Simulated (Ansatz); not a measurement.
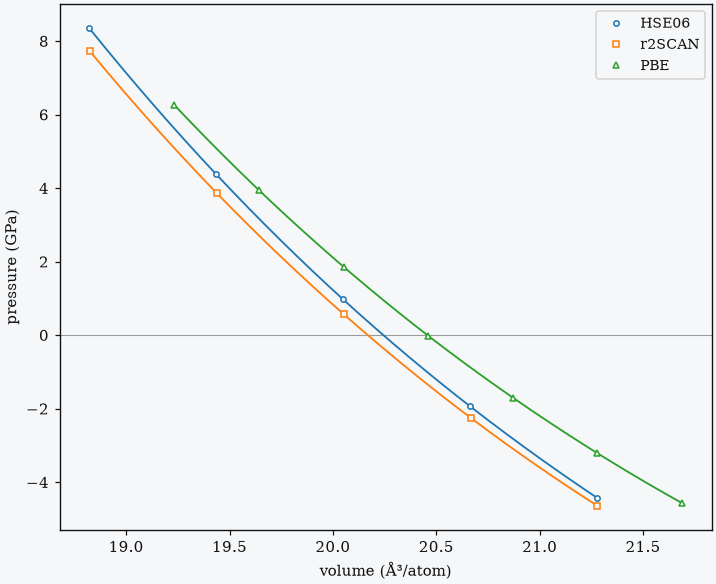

Plotted: pressure against volume, with one curve for each functional, for Si (space group Fd-3m).

Computed with Ansatz 0.2.0 development build: equation of state of a cubic crystal from periodic Kohn-Sham density functional theory without spin, third-order Birch-Murnaghan fit to the free energies; pressure corrected for the finite basis.

| setting | value |
| --- | --- |
| structure type | diamond |
| atoms in cell | 2 |
| space group number | 227 |
| lattice centring | face-centred primitive |
| occupation method | Fermi–Dirac |
| datasets | soft-1 PAW |
| density tolerance | 1e−07 eV |
| bands | 8 |
| density cutoff ratio | 4 |
| search for lower states | default |

Settings that differ: HSE06: wave cutoff 420 eV, k mesh 4×4×4, exchange singularity Wigner-Seitz, occupation width 0.05 eV; r2SCAN: wave cutoff 500 eV, k mesh 11×11×11, occupation width 0.1 eV; PBE: wave cutoff 420 eV, k mesh 34×34×34, occupation width 0.0612 eV.

Tabulate the plotted points.

HSE06:
```csv
volume (Å³/atom),pressure (GPa)
18.82,8.3
19.44,4.4
20.05,1.0
20.66,-1.9
21.28,-4.4
```

r2SCAN:
```csv
volume (Å³/atom),pressure (GPa)
18.82,7.7
19.44,3.9
20.05,0.6
20.67,-2.2
21.28,-4.6
```

PBE:
```csv
volume (Å³/atom),pressure (GPa)
19.23,6.3
19.64,3.9
20.05,1.9
20.46,0.0
20.87,-1.7
21.28,-3.2
21.69,-4.6
```

Keep in mind: modest k-mesh, values are not fully converged in k (HSE06).
